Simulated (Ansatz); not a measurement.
# Run report: Zn24S23 (charge +1), geometry relaxation (part 1 of 5)

- system: Zn24S23 (defect cell, 47 atoms in the cell, total charge +1)
- method: DFT PBE, scalar-relativistic, plane waves, PAW, spin-polarised (Ansatz 0.2.0)

The structure derives from a Materials Project entry. It belongs to a series of runs on one base structure; here: S vacancy (site b), charge +1, atoms relaxed at the host's cell.

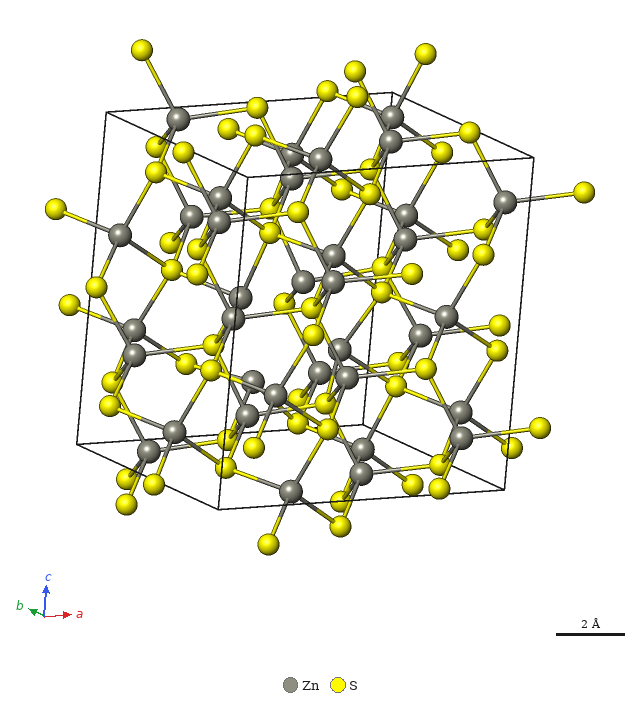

*The input geometry (ball-and-stick view of the cell of the calculation, seen at an oblique angle; bonded neighbours outside the cell are drawn too). An atom can appear more than once, as a periodic image.*

Near neighbours in the periodic cell (some may lie outside the picture): Zn has 3 S at 2.40 to 2.42 Å; Zn has 4 S at 2.35 to 2.39 Å; S has 4 Zn at 2.35 to 2.42 Å.

### Key numbers

```json
{"quantity": "outcome", "value": "converged"}
{"quantity": "electrons treated", "value": "425"}
{"quantity": "free energy", "value": "−100446.0531 eV"}
{"quantity": "Fermi energy", "value": "6.786 eV"}
{"quantity": "gap on the k-point mesh", "value": "none (metallic)"}
{"quantity": "net moment of the cell", "value": "0.75 μB"}
{"quantity": "integrated absolute moment", "value": "0.80 μB"}
{"quantity": "final volume", "value": "968.18 Å³"}
{"quantity": "largest force (length of the vector) at the end", "value": "0.024 eV/Å"}
{"quantity": "hardware", "value": "4 threads of Oxide Virtual Turin-like (Zen 5), 32 GiB of memory available, shared host"}
{"quantity": "wall time", "value": "6.9 min (CPU time 26 min)"}
{"quantity": "peak memory", "value": "5.2 GiB"}
```

### Notes

The cell is charged and computed with a neutralising background, so its energy and pressure depend on the cell and aren't those of a real crystal.

### Input file
```yaml
crystal:
  lattice:
    - [3.844066936, -6.658119241, -6.3046430652]
    - [-7.6881338722, 1.0e-10, -6.3046430652]
    - [3.8440669361, 6.658119241, -6.3046430652]
  atoms:
    - { symbol: Zn, position: [0.6521216959, 0.8187883626, 0.4854550293], spin: 0.25 }
    - { symbol: Zn, position: [0.3314908978, 0.4981575645, 0.1648242312] }
    - { symbol: Zn, position: [1.002870212, 0.6674130243, 0.3332156834] }
    - { symbol: Zn, position: [0.49988235, 0.1695368787, 0.334079691] }
    - { symbol: Zn, position: [0.5007463576, 0.6665490167, 0.8362035453] }
    - { symbol: Zn, position: [0.1678650685, 0.3359038158, 0.4989404794] }
    - { symbol: Zn, position: [0.8322213508, 0.9989782221, 0.1659639282] }
    - { symbol: Zn, position: [0.1692371491, 0.8322738128, 1.0011984019] }
    - { symbol: Zn, position: [0.8323115555, 0.4992972616, 0.6655546842] }
    - { symbol: Zn, position: [0.6656071461, 0.3345317352, 1.0025704824] }
    - { symbol: Zn, position: [0.3326305949, 0.9988880175, 0.6656448888] }
    - { symbol: Zn, position: [0.9995545145, 0.1662211812, 0.8328878479] }
    - { symbol: Zn, position: [0.6506732637, 0.5272422022, 0.338639062], spin: 0.25 }
    - { symbol: Zn, position: [0.3342656063, 0.1627601971, 1.0024750552] }
    - { symbol: Zn, position: [0.9960935305, 0.3358083885, 0.1675989397] }
    - { symbol: Zn, position: [0.5053057286, 0.8173399304, 0.1939088689], spin: 0.25 }
    - { symbol: Zn, position: [0.5001090812, 0.3338934817, 0.6683145006] }
    - { symbol: Zn, position: [0.167226815, 1.0016478339, 0.3334424145] }
    - { symbol: Zn, position: [0.8349811672, 0.6667757479, 1.0005601484] }
    - { symbol: Zn, position: [0.1691417218, 0.500932273, 0.8294268638] }
    - { symbol: Zn, position: [0.8290590028, 0.166798037, 0.4983705473] }
    - { symbol: Zn, position: [0.665037214, 0.9957256695, 0.8334647037] }
    - { symbol: Zn, position: [0.3605755356, 0.6719723953, 0.4840065971], spin: 0.25 }
    - { symbol: Zn, position: [1.0001313704, 0.8317038807, 0.6623923361] }
    - { symbol: S, position: [0.2071078922, 0.3737745589, 0.0404412255] }
    - { symbol: S, position: [0.8698092723, 0.5456697249, 0.2124705211] }
    - { symbol: S, position: [0.3791371878, 0.036475939, 0.2123363916] }
    - { symbol: S, position: [0.3790030583, 0.5458038545, 0.7031426057] }
    - { symbol: S, position: [0.0403192456, 0.2099072178, 0.375573982] }
    - { symbol: S, position: [0.7044376451, 0.8711979059, 0.0466780109] }
    - { symbol: S, position: [0.0432405512, 0.7089073153, 0.8736525789] }
    - { symbol: S, position: [0.7045312393, 0.3800113442, 0.5377709785] }
    - { symbol: S, position: [0.5422406486, 0.2069859123, 0.8765738845] }
    - { symbol: S, position: [0.2133446775, 0.8711043118, 0.5378645726] }
    - { symbol: S, position: [0.8741127482, 0.0407794149, 0.7074460815] }
    - { symbol: S, position: [0.5418160155, 0.3812563168, 0.2120814067] }
    - { symbol: S, position: [0.2088319739, 0.0407524022, 0.8749339837] }
    - { symbol: S, position: [0.8740857356, 0.2082673171, 0.0421653072] }
    - { symbol: S, position: [0.3787480734, 0.7084826821, 0.0479229835] }
    - { symbol: S, position: [0.3747905398, 0.2088788744, 0.5431343593] }
    - { symbol: S, position: [0.0422122077, 0.8764676927, 0.2081238731] }
    - { symbol: S, position: [0.709801026, 0.5414572064, 0.8755455411] }
    - { symbol: S, position: [0.0416006504, 0.3754986405, 0.7074190689] }
    - { symbol: S, position: [0.7046262988, 0.0359105208, 0.3748086539] }
    - { symbol: S, position: [0.5414753206, 0.8712929655, 0.7025771875] }
    - { symbol: S, position: [0.2145896502, 0.54541474, 0.3751493488] }
    - { symbol: S, position: [0.8692438542, 0.7081419873, 0.5379596321] }
  host:
    lattice:
      - [3.8440669361, 0.0, 0.0]
      - [-1.922033468, 3.3290596205, 0.0]
      - [0.0, 0.0, 6.3046430652]
    atoms:
      - { symbol: Zn, position: [0.3333333333, 0.6666666667, 0.0002666738] }
      - { symbol: Zn, position: [0.6666666667, 0.3333333333, 0.5002666738] }
      - { symbol: S, position: [0.3333333333, 0.6666666667, 0.3747333262] }
      - { symbol: S, position: [0.6666666667, 0.3333333333, 0.8747333262] }
total_charge: 1
basis:
  ecutwfc: 420
  xc_grid: 2
kpoints:
  mp_grid: { grid: [2, 2, 2], shift: [0.0, 0.0, 0.0] }
hamiltonian:
  xc: pbe
scf:
  occupations: { method: gaussian, width: 0.01 }
output:
  forces: true
  stress: false
  eigenvalues: true
  populations: true
  charged_corrections:
    defect_position: [0.54175556, 0.70842222, 0.37508889]
    epsilon: [[9.0008, 0.0, 0.0], [0.0, 9.0008, 0.0], [0.0, 0.0, 9.6063]]
  write_density: true
  write_potential: true
  elf: true
  volumetric_format: npy
magnetization:
  spin_polarized: true
relax:
  adjacent_minimum: "off"
  f_tol: 0.025
  max_steps: 45
```

Launched with:
```bash
ansatz run input.yaml --threads 4 --pin off --max-ram 10240MiB --backend cpu --events-out ev --progress --plain --runs-dir out
```

### The program's output
```
Engine: ansatz 0.2.0, x86_64-unknown-linux-gnu
Pseudopotentials: kind: paw
Pseudopotential: Zn, paw, valence charge 12, recommended cutoff 420 eV (normal), Zn.paw.azcp
Pseudopotential: S, paw, valence charge 6, recommended cutoff 420 eV (normal), S.paw.azcp
Functional definition: PBE
  parameter kappa = 0.804
  parameter beta = 0.06672455060314922
  exchange = pbe_x(kappa = kappa, mu = beta*pi^2/3)
  correlation = pbe_c(beta = beta)
Crystal: 47 atoms, lattice volume = 968.176 Å³
Basis set: ecut = 420 eV, 18939 PW (Γ), exchange–correlation on 144×144×144 points (8 copies of the dense FFT grid, shifted against one another)
Bands: 260, of which v1, the nominal top of the filled ones, is band 213 counted from 1 (212 counted from 0)
Symmetry: 3 space group operations
Space group: R3 (ITA 146), of the structure as read, at distance tolerance 9.9e-5 Å
Magnetic group: BNS 146.10 (UNI 1240), of the structure as read, at distance tolerance 9.9e-5 Å
k-points: 4 of 8
Non-local potential: Zn, projectors of the file, l = 0: 2, l = 1: 2, l = 2: 3, l = 3: 1
Non-local potential: S, projectors of the file, l = 0: 2, l = 1: 2, l = 2: 2
PAW form: soft (Blöchl's): semilocal exchange-correlation on the pseudo side does not see the compensation charge
PAW one-centre angular grid: Zn, 590 points (default); XC on 64 Gauss nodes
PAW one-centre angular grid: S, 110 points (default); XC on 64 Gauss nodes
Initial density: superposition of atomic densities (chi_scale 0.1, normalization cell, long waves kept (reshape's long-wave potential 0.19 eV rms))
Starting moments: Σ|m| = 1 μB on 4 of 47 sites
Initial wavefunctions: pseudopotential atomic-orbital guess
Functional: x = pbe(κ = 0.804, μ = 0.2195149727645171), c = pbe(β = 0.06672455060314922)
iter 1 solved again at ethr=2.80e-3 eV; its pass at ethr=3.10e-3 eV (dr2=1.19e1 eV) is discarded
SCF iter   1: F=—  HF=-100448.329707 eV  |F-HF|=—  |Δ(HF+E_count)|=         —  Δρ=2.64e-2 (↑2.18e-2 ↓2.64e-2)  dr2=1.19e1  dr2_m=4.62e-1  M=0.501 μB ∫|m|=0.503 μB  β_m=0.30  ethr=2.80e-3  ⟨swp⟩=6.2  Hψ=12066  notcnv=0  defer=3
preconditioner: auto → Resta (q_TF=auto, 2.378 Å⁻¹)  ε∞=6.1  [insulator: Δε(μ)=0.014 eV  Ē_g=10.898 eV  σ=0.010 eV  W_gap=0.58  n_scr=214 (ndim 8)  ℏωp=24.6 eV  f_vac=0.009  D(μ)=25.35/eV (n_scr^D=166)  ε∞_Penn≈6.1]
spin=Collinear: Resta preconditioning applied to the charge; magnetization (m = ρ↑ − ρ↓) channel mixes plain (no charge-response kernel on spin).
SCF iter   2: F=—  HF=-100446.086613 eV  |F-HF|=—  |Δ(HF+E_count)|=    2.24e0  Δρ=1.55e-2 (↑1.29e-2 ↓1.55e-2)  dr2=4.62e0  dr2_m=2.32e-1  M=0.647 μB ∫|m|=0.651 μB  β_m=0.30  ethr=2.80e-3  ⟨swp⟩=3.0  Hψ=3550  notcnv=0  defer=66
preconditioner: auto → Kerker (q_TF=auto, 2.378 Å⁻¹)  [metal: Δε(μ)=0.002 eV  Ē_g=10.610 eV  σ=0.010 eV  W_gap=0.12  n_scr=214 (ndim 8)  ℏωp=24.6 eV  f_vac=0.010  D(μ)=27.97/eV (n_scr^D=202)]
spin=Collinear: Kerker preconditioning applied to the charge; magnetization (m = ρ↑ − ρ↓) channel mixes plain (no charge-response kernel on spin).
SCF iter   3: F=—  HF=-100445.045617 eV  |F-HF|=—  |Δ(HF+E_count)|=    1.04e0  Δρ=5.70e-3 (↑5.63e-3 ↓5.70e-3)  dr2=8.25e-1  dr2_m=1.18e-1  M=0.503 μB ∫|m|=0.509 μB  β_m=0.30  ethr=1.09e-3  ⟨swp⟩=3.0  Hψ=3834  notcnv=0  defer=325
SCF iter   4: F=—  HF=-100444.994530 eV  |F-HF|=—  |Δ(HF+E_count)|=   5.11e-2  Δρ=3.72e-3 (↑3.72e-3 ↓3.48e-3)  dr2=3.83e-1  dr2_m=6.03e-2  M=0.502 μB ∫|m|=0.508 μB  β_m=0.30  ethr=1.94e-4  ⟨swp⟩=3.0  Hψ=3328  notcnv=0  defer=331
SCF iter   5: F=—  HF=-100445.068417 eV  |F-HF|=—  |Δ(HF+E_count)|=   7.39e-2  Δρ=2.71e-3 (↑2.71e-3 ↓2.02e-3)  dr2=6.15e-2  dr2_m=3.09e-2  M=0.794 μB ∫|m|=0.797 μB  β_m=0.30  ethr=9.02e-5  ⟨swp⟩=3.0  Hψ=3492  notcnv=0  defer=331
SCF iter   6: F=—  HF=-100445.077612 eV  |F-HF|=—  |Δ(HF+E_count)|=   9.19e-3  Δρ=1.65e-3 (↑1.65e-3 ↓1.45e-3)  dr2=2.09e-2  dr2_m=1.66e-2  M=0.863 μB ∫|m|=0.868 μB  β_m=0.30  ethr=1.45e-5  ⟨swp⟩=2.1  Hψ=1993  notcnv=0  defer=331
SCF iter   7: F=—  HF=-100445.093864 eV  |F-HF|=—  |Δ(HF+E_count)|=   1.63e-2  Δρ=1.28e-3 (↑1.05e-3 ↓1.28e-3)  dr2=1.83e-2  dr2_m=9.49e-3  M=0.959 μB ∫|m|=0.966 μB  β_m=0.30  ethr=4.93e-6  ⟨swp⟩=2.6  Hψ=3460  notcnv=0  defer=331
SCF iter   8: F=—  HF=-100445.101053 eV  |F-HF|=—  |Δ(HF+E_count)|=   7.19e-3  Δρ=9.31e-4 (↑7.25e-4 ↓9.31e-4)  dr2=6.11e-3  dr2_m=5.03e-3  M=0.961 μB ∫|m|=0.972 μB  β_m=0.30  ethr=4.31e-6  ⟨swp⟩=2.2  Hψ=2792  notcnv=0  defer=331
SCF iter   9: F=—  HF=-100445.103085 eV  |F-HF|=—  |Δ(HF+E_count)|=   2.03e-3  Δρ=6.71e-4 (↑5.12e-4 ↓6.71e-4)  dr2=3.77e-3  dr2_m=2.80e-3  M=0.978 μB ∫|m|=0.991 μB  β_m=0.30  ethr=1.44e-6  ⟨swp⟩=2.0  Hψ=2622  notcnv=0  defer=331
SCF iter  10: F=—  HF=-100445.103655 eV  |F-HF|=—  |Δ(HF+E_count)|=   5.70e-4  Δρ=4.33e-4 (↑4.33e-4 ↓4.09e-4)  dr2=3.75e-4  dr2_m=1.49e-3  M=0.978 μB ∫|m|=0.995 μB  β_m=0.30  ethr=8.86e-7  ⟨swp⟩=2.0  Hψ=3294  notcnv=0  defer=331
SCF iter  11: F=—  HF=-100445.104645 eV  |F-HF|=—  |Δ(HF+E_count)|=   9.90e-4  Δρ=3.34e-4 (↑3.20e-4 ↓3.34e-4)  dr2=1.42e-3  dr2_m=8.85e-4  M=0.991 μB ∫|m|=1.009 μB  β_m=1.00  ethr=8.83e-8  ⟨swp⟩=2.1  Hψ=3330  notcnv=0  defer=331
SCF iter  12: F=—  HF=-100445.106498 eV  |F-HF|=—  |Δ(HF+E_count)|=   1.85e-3  Δρ=1.55e-4 (↑9.42e-5 ↓1.55e-4)  dr2=2.29e-3  dr2_m=4.56e-5  M=0.997 μB ∫|m|=1.025 μB  β_m=1.00  ethr=8.83e-8  ⟨swp⟩=3.0  Hψ=3784  notcnv=0  defer=331
SCF iter  13: F=—  HF=-100445.106627 eV  |F-HF|=—  |Δ(HF+E_count)|=   1.29e-4  Δρ=9.19e-5 (↑7.50e-5 ↓9.19e-5)  dr2=1.83e-3  dr2_m=3.07e-6  M=0.997 μB ∫|m|=1.027 μB  β_m=0.30  ethr=8.83e-8  ⟨swp⟩=2.1  Hψ=3283  notcnv=0  defer=331
SCF iter  14: F=—  HF=-100445.106365 eV  |F-HF|=—  |Δ(HF+E_count)|=   2.62e-4  Δρ=5.74e-5 (↑4.71e-5 ↓5.74e-5)  dr2=7.92e-4  dr2_m=1.95e-6  M=0.997 μB ∫|m|=1.028 μB  β_m=0.30  ethr=8.83e-8  ⟨swp⟩=2.1  Hψ=3337  notcnv=0  defer=331
SCF iter  15: F=—  HF=-100445.106340 eV  |F-HF|=—  |Δ(HF+E_count)|=   2.48e-5  Δρ=4.89e-5 (↑4.22e-5 ↓4.89e-5)  dr2=6.11e-4  dr2_m=1.33e-6  M=0.997 μB ∫|m|=1.028 μB  β_m=0.30  ethr=8.83e-8  ⟨swp⟩=1.5  Hψ=1836  notcnv=0  defer=331
SCF iter  16: F=—  HF=-100445.106247 eV  |F-HF|=—  |Δ(HF+E_count)|=   9.29e-5  Δρ=2.70e-5 (↑2.70e-5 ↓2.59e-5)  dr2=1.47e-4  dr2_m=8.18e-7  M=0.997 μB ∫|m|=1.028 μB  β_m=0.30  ethr=8.83e-8  ⟨swp⟩=2.0  Hψ=2425  notcnv=0  defer=331
SCF iter  17: F=—  HF=-100445.106228 eV  |F-HF|=—  |Δ(HF+E_count)|=   1.86e-5  Δρ=2.03e-5 (↑2.03e-5 ↓1.94e-5)  dr2=2.33e-5  dr2_m=6.93e-7  M=0.997 μB ∫|m|=1.028 μB  β_m=0.30  ethr=3.46e-8  ⟨swp⟩=1.8  Hψ=1962  notcnv=0  defer=331
SCF iter  18: F=—  HF=-100445.106235 eV  |F-HF|=—  |Δ(HF+E_count)|=   6.83e-6  Δρ=1.04e-5 (↑1.04e-5 ↓9.63e-6)  dr2=1.13e-5  dr2_m=3.87e-7  M=0.997 μB ∫|m|=1.028 μB  β_m=0.30  ethr=3.68e-9  ⟨swp⟩=16.8  Hψ=20883  notcnv=0
SCF iter  19: F=—  HF=-100445.106235 eV  |F-HF|=—  |Δ(HF+E_count)|=   1.02e-7  Δρ=8.42e-6 (↑6.56e-6 ↓8.42e-6)  dr2=1.01e-6  dr2_m=3.48e-7  M=0.997 μB ∫|m|=1.028 μB  β_m=0.30  ethr=2.65e-9  ⟨swp⟩=9.8  Hψ=15483  notcnv=0
Mixer restart at iter 19: flushing history
spin-set hold released at iteration 19 (site moments' squared step at or under half its running peak, from the soft ceiling on): the magnetisation degrees of freedom join the quasi-Newton model from the next iteration; the mixer history was flushed
SCF iter  20: F=—  HF=-100445.106236 eV  |F-HF|=—  |Δ(HF+E_count)|=   8.17e-7  Δρ=6.31e-6 (↑5.12e-6 ↓6.31e-6)  dr2=7.57e-7  dr2_m=2.00e-7  M=0.997 μB ∫|m|=1.028 μB  β_m=0.65  ethr=2.38e-10  ⟨swp⟩=7.0  Hψ=11990  notcnv=0
preconditioner: auto → Resta (q_TF=auto, 2.378 Å⁻¹)  ε∞=6.7  [insulator: Δε(μ)=0.018 eV  Ē_g=10.332 eV  σ=0.010 eV  W_gap=0.51  n_scr=214 (ndim 8)  ℏωp=24.6 eV  f_vac=0.041  D(μ)=16.15/eV (n_scr^D=86)  ε∞_Penn≈6.7]
spin=Collinear: Resta preconditioning applied to the charge; magnetization (m = ρ↑ − ρ↓) channel mixes plain (no charge-response kernel on spin).
SCF iter  21: F=-100445.106237 eV  HF=-100445.106237 eV  |F-HF|=3.12e-8  |Δ(HF+E_count)|=   1.05e-6  Δρ=1.36e-6 (↑1.34e-6 ↓1.36e-6)  dr2=1.42e-7  dr2_m=1.45e-9  M=0.997 μB ∫|m|=1.028 μB  ethr=1.78e-10  ⟨swp⟩=9.1  Hψ=13874  notcnv=0
SCF 1 converged in 21 iterations: F = -100445.106237 eV  dr2 = 1.42e-7
  greatest PAW one-centre occupation: 0.985 electrons in one spin orbital (limit 2), on the Zn atom at site 22 (counted from 0), in its partial waves of l = 2
relax step   1: F+E_penalty+E_count = -100445.10623708 eV  Δ(F+E_penalty+E_count) = +0.000e0 eV  max|allowed force component| = 8.920e-1 eV/Å  Δτ_max = 0.0000 Å  (21 SCF iters, dr2 threshold 1.56e-5 eV, accepted)
Initial density: handed on by an earlier stage of this run
Starting moments: Σ|m| = 1 μB on 4 of 47 sites; this step starts from the density that it was given
Initial wavefunctions: those handed on with the density
iter 1 solved again at ethr=9.16e-5 eV; its pass at ethr=3.10e-3 eV (dr2=3.89e-1 eV) is discarded
```
